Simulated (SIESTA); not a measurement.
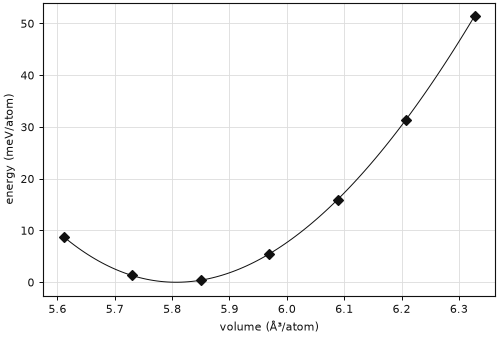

The plot gives the computed energy against volume for BN, space group P6_3mc (No. 186).

Starting cell:
```xyz
4
Lattice="2.5539 0.0000 0.0000 -1.2770 2.2118 0.0000 0.0000 0.0000 4.2269" Properties=species:S:1:pos:R:3 pbc="T T T"
N     0.0000    1.4745    0.5295
N     1.2770    0.7373    2.6430
B     0.0000    1.4745    2.1123
B     1.2770    0.7373    4.2257
```

Computed with SIESTA 5.4.2: DFT in numerical atomic orbitals with pseudopotentials, no spin polarisation; energies at scaled volumes of the given cell, shape and fractions fixed, counted from the fit's minimum, third-order Birch-Murnaghan fit. Level: LDA.

| setting | value |
| --- | --- |
| k mesh | 12×12×6 |
| occupations | Fermi–Dirac |
| smearing width | 0.05 eV |
| potentials | PseudoDojo 0.4 standard, converted to PSML, two zetas on semicore shells |
| program settings | basis DZP, mesh cutoff 800 Ry |

What equilibrium volume and bulk modulus follow from the curve?

A third-order Birch–Murnaghan fit gives V0 = 5.81 Å³/atom, B0 = 403 GPa and B′ = 3.6.

Keep in mind: mulliken charges of long orbitals; shape and atomic fractions are frozen while scaling, which makes layered, chain and framework solids too stiff.
